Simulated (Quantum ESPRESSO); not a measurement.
## A series of single points on Cu

System: Cu (2 atoms in the cell).
Method: Kohn-Sham DFT of a periodic cell, r2SCAN, SG15 PBE 1.2, no spin polarisation (Quantum ESPRESSO 7.5).

The 7 runs differ only in the geometry, by an even scaling of the cell at fixed fractional positions. The structure derives from a Materials Project entry.

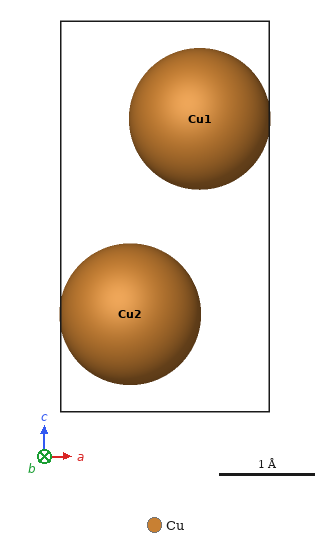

Figure 1. The structure of run 4 (spheres-only view of the cell of the calculation, along the b axis; atoms are numbered from 1 in the order of the input). An atom can appear more than once, as a periodic image.

**Input of run 4**
```
&CONTROL
  calculation = 'scf'
  prefix = 'pwscf'
  outdir = './tmp'
  pseudo_dir = './pseudo'
  tstress = .true.
  disk_io = 'nowf'
/
&SYSTEM
  ibrav = 0
  nat = 2
  ntyp = 1
  ecutwfc = 88
  nbnd = 27
  input_dft = 'r2scan'
  occupations = 'smearing'
  smearing = 'fd'
  degauss = 0.00367493
  nosym = .true.
  nr1 = 36
  nr2 = 36
  nr3 = 48
/
&ELECTRONS
  conv_thr = 1d-08
  electron_maxstep = 120
  mixing_beta = 0.5
/
ATOMIC_SPECIES
Cu    63.5460 Cu_ONCV_PBE-1.2.upf
CELL_PARAMETERS angstrom
   2.5340966698    0.0000000000    0.0000000000
  -1.2670483349    2.1945920917    0.0000000000
   0.0000000000    0.0000000000    4.1125710000
ATOMIC_POSITIONS crystal
Cu     0.6666666667    0.3333333333    0.7500000000
Cu     0.3333333333    0.6666666667    0.2500000000
K_POINTS automatic
6 6 4 0 0 0
```

Command:
```bash
OMP_NUM_THREADS=1 mpirun -n 2 pw.x -nk 2 -in pw.in > pw.out
```

Lattice vectors (Å) and fractional positions of run 4:
```
   2.534097    0.000000    0.000000
  -1.267048    2.194592    0.000000
   0.000000    0.000000    4.112571
Cu  0.666667  0.333333  0.750000
Cu  0.333333  0.666667  0.250000
```

Run 6 differs from it as follows:
```diff
-   2.5340966698    0.0000000000    0.0000000000
-  -1.2670483349    2.1945920917    0.0000000000
-   0.0000000000    0.0000000000    4.1125710000
+   2.5674438712    0.0000000000    0.0000000000
+  -1.2837219356    2.2234716153    0.0000000000
+   0.0000000000    0.0000000000    4.1666899825
```

**Results, with one run withheld**

```csv
run,volume per atom (Å³),"free energy per atom, from the lowest run given (meV)",pressure (GPa)
1,10.749,31.70,13.28
2,10.978,15.69,8.94
3,11.207,5.51,5.09
4,11.436,0.49,1.72
5,11.664,0.00,−1.27
6,11.893,?,?
7,12.122,10.55,−6.23
```

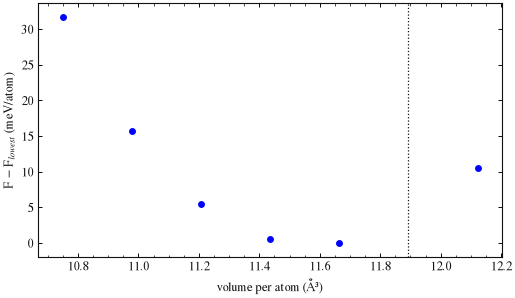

Figure 2. Free energy per atom of the runs given; the dotted line marks run 6.

Estimate the energy of run 6 from the others.

A cubic polynomial in V^(−2/3) (the Birch–Murnaghan form), fitted to the 6 runs given, misses them by under 0.01 meV per atom. With x = V^(−2/3) − 0.19807 Å⁻², it reads F = 1.926 + 1697.3 x + 3.2501e+05 x² + 1.0926e+06 x³ (meV per atom). At run 6 it gives 3.51 meV per atom, and the run itself gives 3.51. The slope of the fit gives a pressure −dF/dV of −3.74 GPa there, and the run prints −3.90 GPa. The two needn't agree exactly: the fit is approximate, and the printed stress is taken on a finite basis. The fit has its minimum at 11.575 Å³ per atom, where V d²F/dV² gives 149 GPa. Cell shape and fractional positions are held, so this is the stiffness under even scaling; the relaxed bulk modulus wasn't computed.

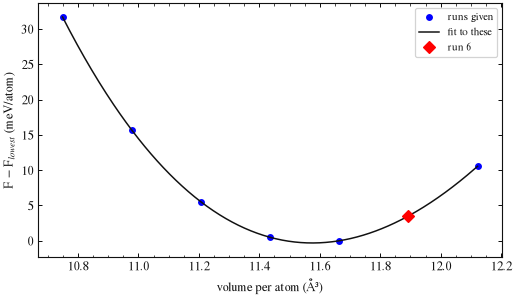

Figure 3. The fit and the withheld run.

**Some lines of the output (run 6)**
```
[...]
     total energy              =    -730.48272796 Ry
     total energy              =    -730.48817724 Ry
     total energy              =    -730.48894589 Ry
     total energy              =    -730.48920007 Ry
     total energy              =    -730.48920955 Ry
     total energy              =    -730.48921166 Ry
     total energy              =    -730.48921215 Ry
     total energy              =    -730.48921220 Ry
     total energy              =    -730.48921221 Ry
     the Fermi energy is    17.0963 ev
!    total energy              =    -730.48921221 Ry
     The total energy is F=E-TS. E is the sum of the following terms:
     Computing stress (Cartesian axis) and pressure
          total   stress  (Ry/bohr**3)                   (kbar)     P=      -39.03
```

Notes: Further notes kept with the run: potentials made for another functional. Points of doubt noted for this run: coarse mesh; potentials made for another functional.
